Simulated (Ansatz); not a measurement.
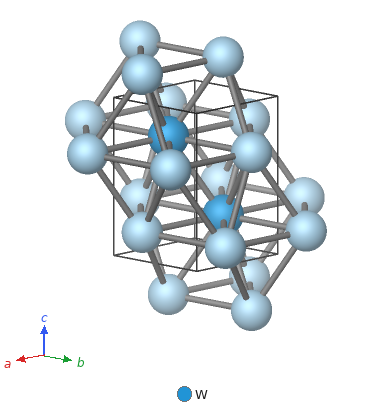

The figure gives a ball-and-stick picture of the atoms, viewed from a general direction. The parallelepiped is the conventional unit cell. Periodic images bonded to atoms of the box are shown as well, in fainter colours.

W, space group P6_3/mmc (No. 194), a = 2.94 Å, b = 2.94 Å, c = 5.24 Å, α = 90.00°, β = 90.00°, γ = 120.00°.

Electronic-structure method: DFT PBE, scalar-relativistic, plane waves, PAW in Ansatz. Parameters: wavefunction cutoff 420 eV, Brillouin-zone sampling on an 18×18×8 mesh, Gaussian smearing of 0.1 eV, no spin polarisation.

How large a gap does the method give, if there is one?

A metal: bands cross the Fermi level.

What is the computed pressure?

The computed pressure is -33.9 GPa (stretched: it would shrink). The stress isn't hydrostatic: its largest component is 36.3 GPa.

Provenance: a structure listed in the Materials Project, with elements exchanged, so it need not be a known form of the compound. The cell was then strained or its atoms displaced on purpose. Ansatz was used for an electronic-structure calculation on it.

At this level of theory the cell isn't at rest (stretched, at -34 GPa), so its distances can differ from those at equilibrium, the more so the softer the solid.
